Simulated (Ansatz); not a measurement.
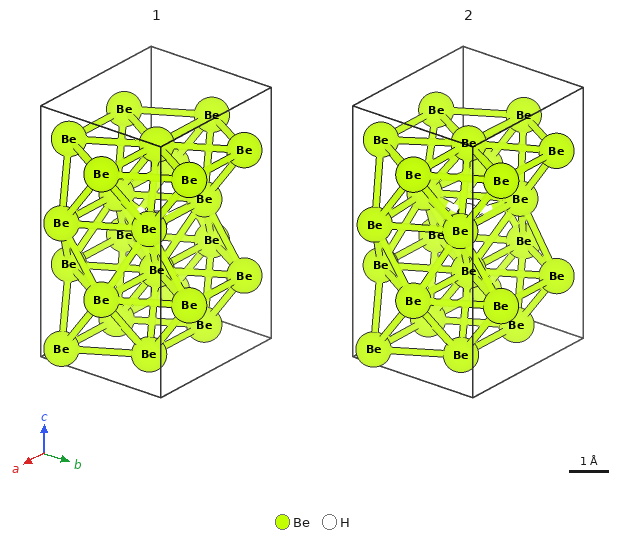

Two geometries of a defect cell of composition Be$_{16}$H, drawn at one scale. One is the start of a relaxation, the other its converged end. A ball-and-stick model of the cell of the calculation (origin shifted), seen from a free direction.

These are results of DFT PBE-D3(BJ), scalar-relativistic, plane waves, PAW in Ansatz, not measurements. Set-up: plane-wave cutoff 420 eV; k-point mesh 5 × 6 × 4; occupations gaussian; smearing width 0.05 eV; no spin polarisation; atoms relaxed in a fixed cell; force threshold 0.03 eV/Å; at most 60 steps.

> Which of the two is the end point?

Structure 2 is the relaxed one. It is an interstitial H in hcp Be. The run prepares an end point of a later path (interstitial hop) calculation, from a guessed geometry. The energy falls by 0.346 eV per cell of the calculation in 4 accepted moves (5 points after the start). Largest force component: 1.5 eV/Å at the start, 0.015 eV/Å at the end. 1 step only repeated the SCF at the same geometry. The atom that moves furthest is the H atom (0.23 Å roughly along +c). Largest moves by element: H 0.23 Å, Be 0.14 Å. The lattice vectors keep their values. Some distances before and after: Be–H 1.353 → 1.604 Å, Be–Be 2.290 → 2.505 Å, Be–Be 2.290 → 2.085 Å, Be–Be 2.229 → 2.346 Å. Bond angles that change, for instance: Be–H–Be 110.6° → 98.5°, Be–H–Be 108.3° → 98.1°, Be–H–Be 108.3° → 117.5°. Cost: 65 s on 2 threads of Arm Neoverse V1, with other jobs on the host, peak memory 0.51 GiB.

Limits of the set-up: the periodic images lie only 4.0 Å apart, so the values are limited by the cell's size.
